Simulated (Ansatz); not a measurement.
**Geometry relaxation, with input and output: Co (part 3 of 3)**

Continued. System: Co (slab, 3 atoms in the cell). Method: DFT PBEsol, scalar-relativistic, plane waves, PAW, spin-polarised (Ansatz 0.2.0); cutoff 420 eV, 12×12×1 k-mesh, Gaussian smearing of 0.1 eV, collinear spins. The structure derives from an entry of the Crystallography Open Database. The input holds or restrains some coordinates. Forces given for the steps count only the free coordinates. It belongs to a series of runs on one base structure; here: clean slab, lower half held.

Geometry of the input (Å; fractional positions):
```
2.4564  0.0000  0.0000
-1.2282  2.1273  0.0000
0.0000  0.0000  20.9694
Co 0.3333  0.6667  0.4054
Co 0.6667  0.3333  0.5000
Co 0.3333  0.6667  0.5946
```

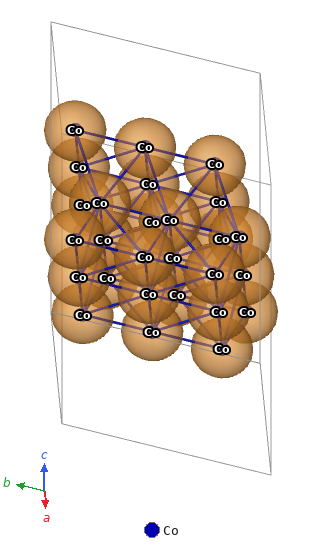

**Figure 1.** Isosurface of the valence pseudo-density at 0.5 e/Å³ (orange), seen at an oblique angle. Sticks mark near contacts. At this value the density breaks into separate islands; it holds about 85 % of the electrons treated as valence (semicore included). It is pinched off along the Co–Co (2.41 Å) and Co–Co (2.46 Å) contacts. On the grid the lowest density along these lines, outside the cores, is 0.39 e/Å³ (Co–Co, 2.41 Å) and 0.36 e/Å³ (Co–Co, 2.46 Å). In a PAW calculation such maps are meaningful between the atoms, not at the nuclei.

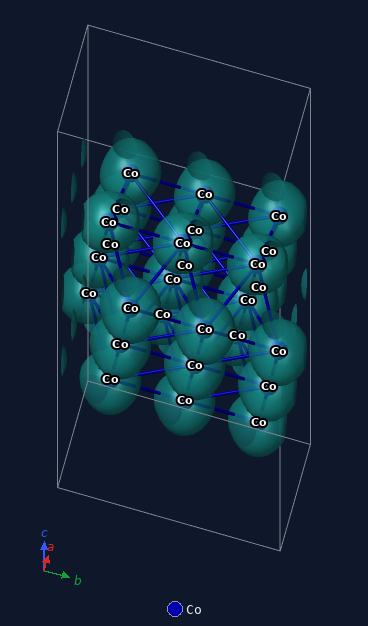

**Figure 2.** Isosurfaces of the magnetisation density (up minus down) at +0.1 (teal) and −0.1 e/Å³ (pink), seen at an oblique angle. Sticks mark near contacts. The cell of the calculation (3 atoms) carries 5.1 μB net. Only one sign reaches the isovalue.

Key numbers:

- outcome: converged under the restraints of the input
- electrons treated: 51
- free energy: −15277.3013 eV
- work function, top face: 5.12 eV
- work function, bottom face: 5.12 eV
- Fermi energy: 1.990 eV
- gap on the k-point mesh: none (metallic)
- net moment of the cell: 5.09 μB
- integrated absolute moment: 5.51 μB
- final volume: 109.58 Å³
- work function (upper face): 5.12 eV
- largest force (length of the vector) at the end, held atoms and coordinates included: 0.005 eV/Å
- hardware: 1 thread of Arm Neoverse V1, 112 GiB of memory available, shared host
- wall time: 85 s
- peak memory: 0.39 GiB

The program warns: the exchange-correlation potential is rough where the density is thin.
